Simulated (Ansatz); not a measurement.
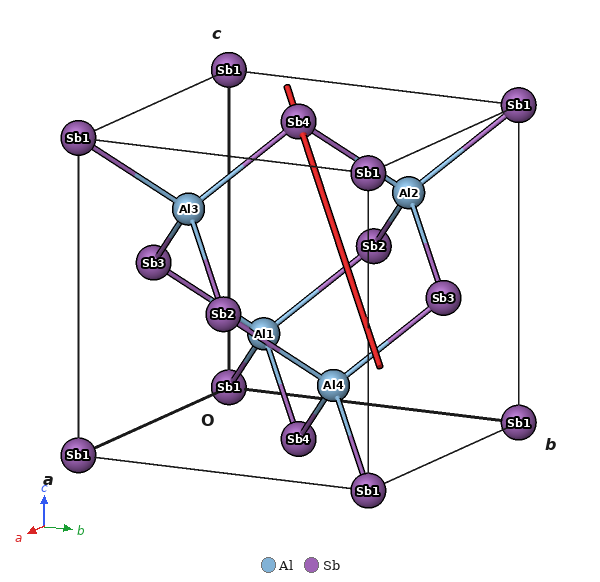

For AlSb, a calculation's input that goes back to an entry of the Crystallography Open Database (an earlier step may have relaxed or displaced it): the coloured rod is the axis of a symmetry operation of the crystal. Symmetry computed with spglib at a tolerance of 0.002 Å; standard conventional cell.

a = 6.224 Å, b = 6.224 Å, c = 6.224 Å, α = 90.00°, β = 90.00°, γ = 90.00°.

```csv
atom,x,y,z
Al1,0.2500,0.2500,0.2500
Sb1,0.0000,0.0000,0.0000
Al2,0.2500,0.7500,0.7500
Sb2,0.0000,0.5000,0.5000
Al3,0.7500,0.2500,0.7500
Sb3,0.5000,0.0000,0.5000
Al4,0.7500,0.7500,0.2500
Sb4,0.5000,0.5000,0.0000
```

Take the operation x, y, z → y, −z+3/2, −x+3/2.

### What kind of operation is it, and where does it lie?

It is a 3-fold rotation, about the line along [−1 −1 1] through (2/3, 2/3, 5/6).

### Onto which atom does it carry each atom (up to whole multiples of a, b and c)?

Al1 → Al1, Sb1 → Sb2, Al2 → Al4, Sb2 → Sb3, Al3 → Al2, Sb3 → Sb1, Al4 → Al3, Sb4 → Sb4.

### What is the crystal's space group?

F-43m (No. 216).
